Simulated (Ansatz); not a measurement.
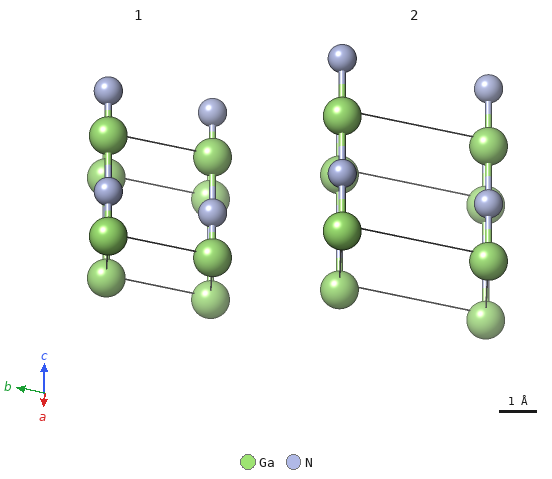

Two geometries of solid GaN (a generated structure, set up in P6mm) (coarse preliminary run), drawn at one scale. One is the start of a relaxation, the other its converged end. A ball-and-stick model of the cell of the calculation, seen from a free direction.

These are results of DFT PBE, scalar-relativistic, plane waves, PAW in Ansatz, not measurements. Settings: plane-wave cutoff 420 eV; k-point mesh 6 × 6 × 6; occupations gaussian; smearing width 0.1 eV; no spin polarisation; cell and atoms relaxed; force threshold 0.04 eV/Å; at most 70 steps.

Which geometry has the lower energy?

Structure 2 is the relaxed one. The largest moves relative to the cell, 0.094 Å, are those of Ga and N atoms. Largest moves by element: Ga 0.094 Å, N 0.094 Å. The drawn cell changes as follows: a = b 3.362 → 4.719 Å (+40.3 %), c 2.962 → 3.389 Å (+14.4 %); the volume changes by +125.3 %. Among the contacts that change: Ga–N 1.316 → 1.695 Å, Ga–N 1.646 → 1.694 Å. The space group (tolerance 0.01 Å) goes from P6mm (No. 183) to P6/mmm (No. 191). After 14 accepted moves (18 points after the start) the energy has fallen by 2802 meV per atom. Largest force component: 34 eV/Å at the start, 0.0013 eV/Å at the end. Pressure: 109.87 GPa at the start and 0.14 GPa at the end. At 4 points the geometry stayed and the basis and grid were re-selected for the new cell (energy shift of 63.1 meV per atom at most each time).
